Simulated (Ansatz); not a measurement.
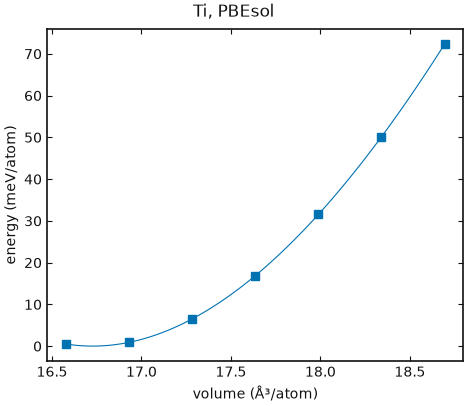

Caption: Energy against volume for Ti, space group P6_3/mmc (No. 194).

A third-order Birch–Murnaghan fit gives V0 = 16.73 Å³/atom, B0 = 118 GPa and B′ = 3.5. The energy rises from 0.50 meV/atom at volume 16.58 Å³/atom to 72.33 meV/atom at 18.69 Å³/atom.

Computed with Ansatz 0.2.0: all-electron LAPW DFT, no spin polarisation; energies at scaled volumes of the given cell, shape and fractions fixed, counted from the fit's minimum, third-order Birch-Murnaghan fit. Level: PBEsol.

```tsv
setting	value
k mesh	10×10×6
occupations	Fermi–Dirac
smearing width	0.05 eV
potentials	all electron LAPW, scalar relativistic
program settings	basis error eV/atom 0.0005
```

Cell as given: a = 2.950 Å, b = 2.950 Å, c = 4.680 Å, α = 90.00°, β = 90.00°, γ = 120.00°; 2 atoms.

Limits of the calculation: shape and atomic fractions are frozen while scaling, which makes layered, chain and framework solids too stiff.
